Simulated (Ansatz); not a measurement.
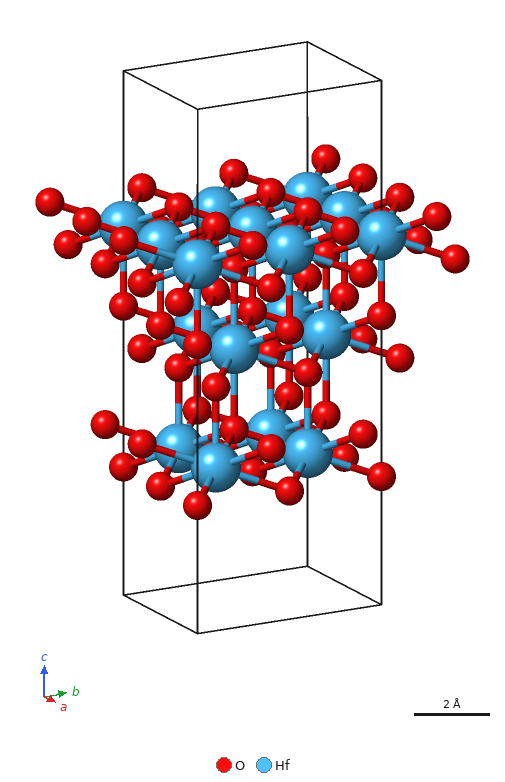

Figure 1. The starting structure (ball-and-stick view of the cell of the calculation, with the vacuum cut short, seen slightly off an axis; bonded neighbours outside the cell are drawn too). An atom can appear more than once, as a periodic image.

## HfO2: geometry relaxation (part 1 of 3)

System: HfO2 (slab, 36 atoms in the cell).
Method: DFT PBE+D3(BJ), scalar-relativistic, plane waves, PAW, no spin polarisation (Ansatz 0.2.0).

The structure derives from an entry of the Crystallography Open Database. The input holds or restrains some coordinates. Forces given for the steps count only the free coordinates. It belongs to a series of runs on one base structure; here: clean slab, lower planes held.

## The input
```yaml
crystal:
  lattice:
    - [7.1741418983, 0.0, 0.0]
    - [-3.5870709491, 6.2129891342, 0.0]
    - [0.0, 0.0, 23.3220779138]
  atoms:
    - { symbol: O, position: [0.5, 0.5, 0.3430226084] }
    - { symbol: O, position: [0.5, 0.0, 0.3430226084] }
    - { symbol: O, position: [0.0, 0.5, 0.3430226084] }
    - { symbol: O, position: [0.0, 0.0, 0.3430226084] }
    - { symbol: Hf, position: [0.3333333333, 0.1666666667, 0.3744180867] }
    - { symbol: Hf, position: [0.3333333333, 0.6666666667, 0.3744180867] }
    - { symbol: Hf, position: [0.8333333333, 0.1666666667, 0.3744180867] }
    - { symbol: Hf, position: [0.8333333333, 0.6666666667, 0.3744180867] }
    - { symbol: O, position: [0.6666666667, 0.3333333333, 0.4058135651] }
    - { symbol: O, position: [0.6666666667, 0.8333333333, 0.4058135651] }
    - { symbol: O, position: [0.1666666667, 0.3333333333, 0.4058135651] }
    - { symbol: O, position: [0.1666666667, 0.8333333333, 0.4058135651] }
    - { symbol: O, position: [0.8333333333, 0.6666666667, 0.4686045217] }
    - { symbol: O, position: [0.8333333333, 0.1666666667, 0.4686045217] }
    - { symbol: O, position: [0.3333333333, 0.6666666667, 0.4686045217] }
    - { symbol: O, position: [0.3333333333, 0.1666666667, 0.4686045217] }
    - { symbol: Hf, position: [0.6666666667, 0.3333333333, 0.5] }
    - { symbol: Hf, position: [0.6666666667, 0.8333333333, 0.5] }
    - { symbol: Hf, position: [0.1666666667, 0.3333333333, 0.5] }
    - { symbol: Hf, position: [0.1666666667, 0.8333333333, 0.5] }
    - { symbol: O, position: [0.0, 0.5, 0.5313954783] }
    - { symbol: O, position: [0.0, 0.0, 0.5313954783] }
    - { symbol: O, position: [0.5, 0.5, 0.5313954783] }
    - { symbol: O, position: [0.5, 0.0, 0.5313954783] }
    - { symbol: O, position: [0.1666666667, 0.8333333333, 0.5941864349] }
    - { symbol: O, position: [0.1666666667, 0.3333333333, 0.5941864349] }
    - { symbol: O, position: [0.6666666667, 0.8333333333, 0.5941864349] }
    - { symbol: O, position: [0.6666666667, 0.3333333333, 0.5941864349] }
    - { symbol: Hf, position: [0.0, 0.5, 0.6255819133] }
    - { symbol: Hf, position: [0.0, 0.0, 0.6255819133] }
    - { symbol: Hf, position: [0.5, 0.5, 0.6255819133] }
    - { symbol: Hf, position: [0.5, 0.0, 0.6255819133] }
    - { symbol: O, position: [0.3333333333, 0.6666666667, 0.6569773916] }
    - { symbol: O, position: [0.3333333333, 0.1666666667, 0.6569773916] }
    - { symbol: O, position: [0.8333333333, 0.6666666667, 0.6569773916] }
    - { symbol: O, position: [0.8333333333, 0.1666666667, 0.6569773916] }
basis:
  ecutwfc: 420
kpoints:
  mp_grid: { grid: [3, 3, 1] }
hamiltonian:
  xc: pbe
  dispersion: d3bj
scf:
  occupations: { method: gaussian, width: 0.05 }
output:
  forces: true
  eigenvalues: true
  write_density: true
  write_potential: true
  elf: true
  volumetric_format: npy
relax:
  adjacent_minimum: "off"
  f_tol: 0.03
  max_steps: 70
  constraints: [{ sites: [0, 1, 2, 3, 4, 5, 6, 7, 8, 9, 10, 11, 12, 13, 14, 15] }]
efield:
  axis: 3
  dipole_correction: true
  ramp_width: 0.04
```

Run on 4 threads of Arm Neoverse V1, 24 GiB of memory available, shared host.

Launch command:
```bash
ansatz run input.yaml --threads 4 --pin off --max-ram 10240MiB --backend cpu --events-out ev --progress --plain --runs-dir out
```

## Log
```
Engine: ansatz 0.2.0, aarch64-unknown-linux-gnu
Pseudopotentials: kind: paw
Pseudopotential: O, paw, valence charge 6, recommended cutoff 420 eV (normal), O.paw.azcp
Pseudopotential: Hf, paw, valence charge 26, recommended cutoff 420 eV (normal), Hf.paw.azcp
Functional definition: PBE
  parameter kappa = 0.804
  parameter beta = 0.06672455060314922
  exchange = pbe_x(kappa = kappa, mu = beta*pi^2/3)
  correlation = pbe_c(beta = beta)
Crystal: 36 atoms, lattice volume = 1039.532 Å³
Basis set: ecut = 420 eV, 20243 PW (Γ), exchange–correlation on 96×96×320 points (8 copies of the dense FFT grid, shifted against one another)
Bands: 274, of which v1, the nominal top of the filled ones, is band 228 counted from 1 (227 counted from 0)
Symmetry: 24 space group operations
k-points: 3 of 9 (time reversal used)
Non-local potential: O, projectors of the file, l = 0: 2, l = 1: 2, l = 2: 1
Non-local potential: Hf, projectors of the file, l = 0: 3, l = 1: 2, l = 2: 2, l = 3: 3
PAW form: soft (Blöchl's): semilocal exchange-correlation on the pseudo side does not see the compensation charge
PAW one-centre angular grid: O, 110 points (default); XC on 64 Gauss nodes
PAW one-centre angular grid: Hf, 590 points (default); XC on 64 Gauss nodes
Initial density: superposition of atomic densities (neutral atoms: chi_scale 0, normalization atom), corrected by the library's trained network
Initial wavefunctions: pseudopotential atomic-orbital guess
Functional: x = pbe(κ = 0.804, μ = 0.2195149727645171), c = pbe(β = 0.06672455060314922)
SCF iter   1: F=—  HF=-202338.325710 eV  |F-HF|=—  |Δ(HF+E_count)|=         —  Δρ=2.63e-3  dr2=7.05e-2  ethr=1.77e-3  p=0.000 e·Å  D=3.68e-14 V/Å  ΔV_dip=-0.00 eV  dr2_dipole=5.23e-9  V_vac-E_F(+/−)=4.26/4.26 eV  ⟨swp⟩=6.7  Hψ=3269  notcnv=0  defer=17
efield: sawtooth ramp at fractional position 0.9800 (placed from the atoms, in the widest stretch of the axis that holds none; the zero of the levels goes with the place), width 0.0400; the density the first Hamiltonian is built on has a dipole p = 0.000 e·Å; the dipole correction subtracts the counter field D = 3.68e-14 V/Å, which shifts the + side's vacuum level by -0.00 eV against the − side's; the planar-averaged density in the ramp window peaks in size at 2.4e-5 e/Å³
preconditioner: auto → Resta (q_TF=auto, 2.378 Å⁻¹)  ε∞=2.9  [insulator: Δε(μ)=4.257 eV  Ē_g=17.540 eV  σ=0.050 eV  W_gap=1.00  n_scr=226 (ndim 8)  ℏωp=23.9 eV  f_vac=0.591  D(μ)=0.00/eV (n_scr^D=0)  ε∞_Penn≈2.9  vacuum switching on, ρ_ref=2.2e-2 e/Å³]
SCF iter   2: F=—  HF=-202338.351036 eV  |F-HF|=—  |Δ(HF+E_count)|=   2.53e-2  Δρ=1.52e-3  dr2=1.42e-2  ethr=1.55e-5  p=0.000 e·Å  D=7.49e-6 V/Å  ΔV_dip=-0.00 eV  dr2_dipole=5.08e-9  V_vac-E_F(+/−)=4.29/4.29 eV  ⟨swp⟩=3.0  Hψ=1761  notcnv=0  defer=89
SCF iter   3: F=—  HF=-202338.352161 eV  |F-HF|=—  |Δ(HF+E_count)|=   1.12e-3  Δρ=6.01e-4  dr2=2.81e-3  ethr=3.12e-6  p=0.000 e·Å  D=1.70e-6 V/Å  ΔV_dip=-0.00 eV  dr2_dipole=1.73e-10  V_vac-E_F(+/−)=4.30/4.30 eV  ⟨swp⟩=2.0  Hψ=1230  notcnv=0  defer=89
SCF iter   4: F=—  HF=-202338.353889 eV  |F-HF|=—  |Δ(HF+E_count)|=   1.73e-3  Δρ=2.59e-4  dr2=5.25e-4  ethr=6.16e-7  p=-0.000 e·Å  D=-1.54e-6 V/Å  ΔV_dip=0.00 eV  dr2_dipole=2.06e-10  V_vac-E_F(+/−)=4.31/4.31 eV  ⟨swp⟩=2.3  Hψ=1213  notcnv=0  defer=89
SCF iter   5: F=—  HF=-202338.354107 eV  |F-HF|=—  |Δ(HF+E_count)|=   2.18e-4  Δρ=8.47e-5  dr2=6.89e-5  ethr=1.15e-7  p=-0.000 e·Å  D=-2.76e-7 V/Å  ΔV_dip=0.00 eV  dr2_dipole=8.08e-12  V_vac-E_F(+/−)=4.30/4.30 eV  ⟨swp⟩=2.3  Hψ=1394  notcnv=0  defer=89
SCF iter   6: F=-202338.354135 eV  HF=-202338.354126 eV  |F-HF|=8.51e-6  |Δ(HF+E_count)|=   1.92e-5  Δρ=3.00e-5  dr2=8.95e-6  ethr=4.93e-9  p=0.000 e·Å  D=2.74e-7 V/Å  ΔV_dip=-0.00 eV  dr2_dipole=5.85e-12  V_vac-E_F(+/−)=4.30/4.30 eV  ⟨swp⟩=23.7  Hψ=10300  notcnv=0
SCF 1 converged in 6 iterations: F = -202338.354135 eV  dr2 = 8.95e-6
  greatest PAW one-centre occupation: 0.999 electrons in one spin orbital (limit 2), on the Hf atom at site 19 (counted from 0), in its partial waves of l = 3
relax step   1: F+E_penalty+E_count = -202338.35413492 eV  Δ(F+E_penalty+E_count) = +0.000e0 eV  max|allowed force component| = 9.165e-1 eV/Å  Δτ_max = 0.0000 Å  (6 SCF iters, dr2 threshold 2.25e-5 eV, accepted)
Initial density: handed on by an earlier stage of this run
Initial wavefunctions: those handed on with the density
iter 1 solved again at ethr=7.98e-5 eV; its pass at ethr=3.10e-3 eV (dr2=3.64e-1 eV) is discarded
SCF iter   1: F=—  HF=-202338.588296 eV  |F-HF|=—  |Δ(HF+E_count)|=         —  Δρ=3.57e-3  dr2=3.63e-1  ethr=7.98e-5  p=0.000 e·Å  D=1.10e-7 V/Å  ΔV_dip=-0.00 eV  dr2_dipole=6.32e-2  V_vac-E_F(+/−)=4.34/4.34 eV  ⟨swp⟩=2.0  Hψ=2168  notcnv=0  defer=113
efield: sawtooth ramp at fractional position 0.9800 (handed on by an earlier solve), width 0.0400; the density the first Hamiltonian is built on has a dipole p = 0.000 e·Å; the dipole correction subtracts the counter field D = 1.10e-7 V/Å, which shifts the + side's vacuum level by -0.00 eV against the − side's; the planar-averaged density in the ramp window peaks in size at 2.1e-6 e/Å³
preconditioner: auto → Resta (q_TF=auto, 2.378 Å⁻¹)  ε∞=2.9  [insulator: Δε(μ)=4.211 eV  Ē_g=17.558 eV  σ=0.050 eV  W_gap=1.00  n_scr=226 (ndim 8)  ℏωp=23.9 eV  f_vac=0.591  D(μ)=0.00/eV (n_scr^D=0)  ε∞_Penn≈2.9  vacuum switching on, ρ_ref=2.2e-2 e/Å³]
SCF iter   2: F=—  HF=-202338.473153 eV  |F-HF|=—  |Δ(HF+E_count)|=   1.15e-1  Δρ=2.03e-3  dr2=6.41e-2  ethr=7.97e-5  p=-0.172 e·Å  D=-2.99e-2 V/Å  ΔV_dip=0.70 eV  dr2_dipole=1.63e-3  V_vac-E_F(+/−)=4.88/4.19 eV  ⟨swp⟩=3.7  Hψ=1983  notcnv=0  defer=113
SCF iter   3: F=—  HF=-202338.454691 eV  |F-HF|=—  |Δ(HF+E_count)|=   1.85e-2  Δρ=1.38e-3  dr2=2.17e-2  ethr=1.41e-5  p=-0.211 e·Å  D=-3.68e-2 V/Å  ΔV_dip=0.86 eV  dr2_dipole=1.44e-3  V_vac-E_F(+/−)=5.07/4.22 eV  ⟨swp⟩=3.0  Hψ=1296  notcnv=0  defer=113
SCF iter   4: F=—  HF=-202338.451868 eV  |F-HF|=—  |Δ(HF+E_count)|=   2.82e-3  Δρ=3.93e-4  dr2=1.57e-3  ethr=4.75e-6  p=-0.235 e·Å  D=-4.10e-2 V/Å  ΔV_dip=0.96 eV  dr2_dipole=9.27e-7  V_vac-E_F(+/−)=5.14/4.19 eV  ⟨swp⟩=2.0  Hψ=1344  notcnv=0  defer=113
SCF iter   5: F=—  HF=-202338.451822 eV  |F-HF|=—  |Δ(HF+E_count)|=   4.64e-5  Δρ=1.41e-4  dr2=1.42e-4  ethr=3.45e-7  p=-0.239 e·Å  D=-4.15e-2 V/Å  ΔV_dip=0.97 eV  dr2_dipole=5.60e-7  V_vac-E_F(+/−)=5.16/4.19 eV  ⟨swp⟩=2.7  Hψ=1223  notcnv=0  defer=113
SCF iter   6: F=-202338.451888 eV  HF=-202338.451920 eV  |F-HF|=3.15e-5  |Δ(HF+E_count)|=   9.78e-5  Δρ=6.79e-5  dr2=4.20e-5  ethr=1.15e-8  p=-0.240 e·Å  D=-4.18e-2 V/Å  ΔV_dip=0.98 eV  dr2_dipole=2.61e-9  V_vac-E_F(+/−)=5.16/4.19 eV  ⟨swp⟩=22.3  Hψ=10029  notcnv=0
SCF 2 converged in 6 iterations: F = -202338.451888 eV  dr2 = 4.20e-5
relax step   2: F+E_penalty+E_count = -202338.45188822 eV  Δ(F+E_penalty+E_count) = -9.775e-2 eV  max|allowed force component| = 4.751e-1 eV/Å  Δτ_max = 0.0773 Å  (6 SCF iters, dr2 threshold 5.25e-5 eV, accepted)
SCF iter   1: F=—  HF=-202338.519112 eV  |F-HF|=—  |Δ(HF+E_count)|=         —  Δρ=1.50e-3  dr2=6.40e-2  ethr=1.61e-4  p=-0.240 e·Å  D=-4.18e-2 V/Å  ΔV_dip=0.98 eV  dr2_dipole=8.82e-3  V_vac-E_F(+/−)=5.17/4.19 eV  ⟨swp⟩=2.0  Hψ=1474  notcnv=0  defer=111
efield: sawtooth ramp at fractional position 0.9800 (handed on by an earlier solve), width 0.0400; the density the first Hamiltonian is built on has a dipole p = -0.240 e·Å; the dipole correction subtracts the counter field D = -4.18e-2 V/Å, which shifts the + side's vacuum level by +0.98 eV against the − side's; the planar-averaged density in the ramp window peaks in size at 1.6e-6 e/Å³
preconditioner: auto → Resta (q_TF=auto, 2.378 Å⁻¹)  ε∞=2.9  [insulator: Δε(μ)=4.134 eV  Ē_g=17.598 eV  σ=0.050 eV  W_gap=1.00  n_scr=226 (ndim 8)  ℏωp=23.9 eV  f_vac=0.591  D(μ)=0.00/eV (n_scr^D=0)  ε∞_Penn≈2.9  vacuum switching on, ρ_ref=2.2e-2 e/Å³]
SCF iter   2: F=—  HF=-202338.499023 eV  |F-HF|=—  |Δ(HF+E_count)|=   2.01e-2  Δρ=7.32e-4  dr2=9.54e-3  ethr=1.40e-5  p=-0.176 e·Å  D=-3.06e-2 V/Å  ΔV_dip=0.71 eV  dr2_dipole=2.83e-4  V_vac-E_F(+/−)=4.95/4.24 eV  ⟨swp⟩=2.0  Hψ=1230  notcnv=0  defer=112
SCF iter   3: F=—  HF=-202338.497122 eV  |F-HF|=—  |Δ(HF+E_count)|=   1.90e-3  Δρ=4.60e-4  dr2=2.46e-3  ethr=2.09e-6  p=-0.159 e·Å  D=-2.77e-2 V/Å  ΔV_dip=0.65 eV  dr2_dipole=1.33e-4  V_vac-E_F(+/−)=4.88/4.23 eV  ⟨swp⟩=3.0  Hψ=1286  notcnv=0  defer=112
SCF iter   4: F=—  HF=-202338.496627 eV  |F-HF|=—  |Δ(HF+E_count)|=   4.95e-4  Δρ=1.32e-4  dr2=1.94e-4  ethr=5.39e-7  p=-0.152 e·Å  D=-2.64e-2 V/Å  ΔV_dip=0.62 eV  dr2_dipole=2.62e-7  V_vac-E_F(+/−)=4.85/4.23 eV  ⟨swp⟩=2.0  Hψ=1224  notcnv=0  defer=112
SCF iter   5: F=—  HF=-202338.496605 eV  |F-HF|=—  |Δ(HF+E_count)|=   2.22e-5  Δρ=4.61e-5  dr2=1.43e-5  ethr=4.25e-8  p=-0.150 e·Å  D=-2.62e-2 V/Å  ΔV_dip=0.61 eV  dr2_dipole=2.95e-7  V_vac-E_F(+/−)=4.85/4.23 eV  ⟨swp⟩=3.0  Hψ=1510  notcnv=0  defer=112
SCF iter   6: F=-202338.496610 eV  HF=-202338.496614 eV  |F-HF|=3.69e-6  |Δ(HF+E_count)|=   9.09e-6  Δρ=2.51e-5  dr2=6.24e-6  ethr=3.09e-9  p=-0.150 e·Å  D=-2.61e-2 V/Å  ΔV_dip=0.61 eV  dr2_dipole=3.93e-8  V_vac-E_F(+/−)=4.84/4.23 eV  ⟨swp⟩=22.3  Hψ=9944  notcnv=0
SCF 3 converged in 6 iterations: F = -202338.496610 eV  dr2 = 6.24e-6
relax step   3: F+E_penalty+E_count = -202338.49661010 eV  Δ(F+E_penalty+E_count) = -4.472e-2 eV  max|allowed force component| = 8.547e-2 eV/Å  Δτ_max = 0.0412 Å  (6 SCF iters, dr2 threshold 1.41e-5 eV, accepted)
SCF iter   1: F=—  HF=-202338.501364 eV  |F-HF|=—  |Δ(HF+E_count)|=         —  Δρ=8.49e-4  dr2=6.97e-3  ethr=4.38e-5  p=-0.150 e·Å  D=-2.61e-2 V/Å  ΔV_dip=0.61 eV  dr2_dipole=1.73e-4  V_vac-E_F(+/−)=4.85/4.24 eV  ⟨swp⟩=2.0  Hψ=1477  notcnv=0  defer=109
efield: sawtooth ramp at fractional position 0.9800 (handed on by an earlier solve), width 0.0400; the density the first Hamiltonian is built on has a dipole p = -0.150 e·Å; the dipole correction subtracts the counter field D = -2.61e-2 V/Å, which shifts the + side's vacuum level by +0.61 eV against the − side's; the planar-averaged density in the ramp window peaks in size at 9.0e-7 e/Å³
preconditioner: auto → Resta (q_TF=auto, 2.378 Å⁻¹)  ε∞=2.9  [insulator: Δε(μ)=4.188 eV  Ē_g=17.594 eV  σ=0.050 eV  W_gap=1.00  n_scr=226 (ndim 8)  ℏωp=23.9 eV  f_vac=0.592  D(μ)=0.00/eV (n_scr^D=0)  ε∞_Penn≈2.9  vacuum switching on, ρ_ref=2.2e-2 e/Å³]
SCF iter   2: F=—  HF=-202338.499874 eV  |F-HF|=—  |Δ(HF+E_count)|=   1.49e-3  Δρ=4.22e-4  dr2=1.52e-3  ethr=1.53e-6  p=-0.142 e·Å  D=-2.47e-2 V/Å  ΔV_dip=0.58 eV  dr2_dipole=1.03e-8  V_vac-E_F(+/−)=4.82/4.25 eV  ⟨swp⟩=2.0  Hψ=1229  notcnv=0  defer=109
SCF iter   3: F=—  HF=-202338.499683 eV  |F-HF|=—  |Δ(HF+E_count)|=   1.91e-4  Δρ=2.78e-4  dr2=6.80e-4  ethr=3.34e-7  p=-0.144 e·Å  D=-2.51e-2 V/Å  ΔV_dip=0.58 eV  dr2_dipole=1.35e-5  V_vac-E_F(+/−)=4.83/4.25 eV  ⟨swp⟩=2.0  Hψ=1298  notcnv=0  defer=109
SCF iter   4: F=—  HF=-202338.499584 eV  |F-HF|=—  |Δ(HF+E_count)|=   9.92e-5  Δρ=6.48e-5  dr2=3.25e-5  ethr=1.49e-7  p=-0.142 e·Å  D=-2.48e-2 V/Å  ΔV_dip=0.58 eV  dr2_dipole=4.11e-7  V_vac-E_F(+/−)=4.83/4.25 eV  ⟨swp⟩=2.0  Hψ=1238  notcnv=0  defer=109
SCF iter   5: F=—  HF=-202338.500750 eV  |F-HF|=—  |Δ(HF+E_count)|=   1.17e-3  Δρ=2.59e-5  dr2=5.00e-6  ethr=7.12e-9  p=-0.143 e·Å  D=-2.48e-2 V/Å  ΔV_dip=0.58 eV  dr2_dipole=5.75e-8  V_vac-E_F(+/−)=4.83/4.25 eV  ⟨swp⟩=3.0  Hψ=1637  notcnv=0  defer=109
SCF iter   6: F=—  HF=-202338.500751 eV  |F-HF|=—  |Δ(HF+E_count)|=   4.73e-7  Δρ=8.53e-6  dr2=5.68e-7  ethr=1.10e-9  p=-0.143 e·Å  D=-2.49e-2 V/Å  ΔV_dip=0.58 eV  dr2_dipole=1.09e-8  V_vac-E_F(+/−)=4.83/4.25 eV  ⟨swp⟩=2.0  Hψ=1369  notcnv=0  defer=109
SCF iter   7: F=-202338.500751 eV  HF=-202338.500751 eV  |F-HF|=3.30e-8  |Δ(HF+E_count)|=   6.18e-8  Δρ=3.05e-6  dr2=6.13e-8  ethr=2.19e-11  p=-0.143 e·Å  D=-2.49e-2 V/Å  ΔV_dip=0.58 eV  dr2_dipole=2.08e-10  V_vac-E_F(+/−)=4.83/4.25 eV  ⟨swp⟩=19.0  Hψ=7716  notcnv=0
SCF 4 converged in 7 iterations: F = -202338.500751 eV  dr2 = 6.13e-8
relax step   4: F+E_penalty+E_count = -202338.50075071 eV  Δ(F+E_penalty+E_count) = -4.141e-3 eV  max|allowed force component| = 4.561e-2 eV/Å  Δτ_max = 0.0157 Å  (7 SCF iters, accepted)
```
